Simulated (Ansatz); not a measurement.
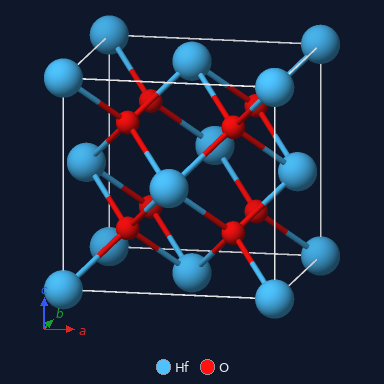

System: HfO₂, space group Fm-3m (No. 225). The picture shows the conventional cell.

Starting cell:
```
CELL_PARAMETERS angstrom
0.00000 2.42548 2.42548
2.42548 0.00000 2.42548
2.42548 2.42548 0.00000
ATOMIC_POSITIONS crystal
Hf 0.00000 0.00000 0.00000
O 0.25000 0.25000 0.25000
O 0.75000 0.75000 0.75000
```

Calculation (Ansatz 0.2.0): harmonic phonon frequencies at the zone centre with atoms at rest in the given cell, without the long-range term of polar modes, the three translations left out, imaginary frequencies are negative; plane waves with PAW datasets, Γ-centred k mesh. Level: PBE, no spin polarisation.

wave cutoff 420 eV; k mesh 8×8×8; occupations fixed; pressure 50 GPa; phonon method linear response.

Describe the result: the zone-centre optical phonon frequencies (the three acoustic modes are left out).

No frequency is imaginary, so the structure is stable to these displacements (zone-boundary modes weren't tested here). The highest mode lies at 698.7 cm⁻¹ (without the field of polar modes). The optical modes lie at 360.4 (×3), 698.7 (×3) cm⁻¹.

```tsv
frequency (cm⁻¹)
360.4
360.4
360.4
698.7
698.7
698.7
```

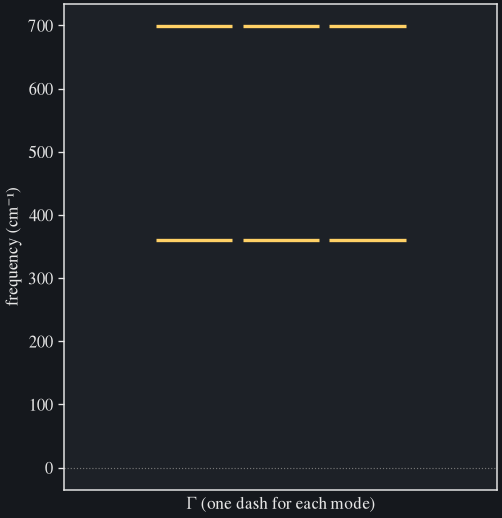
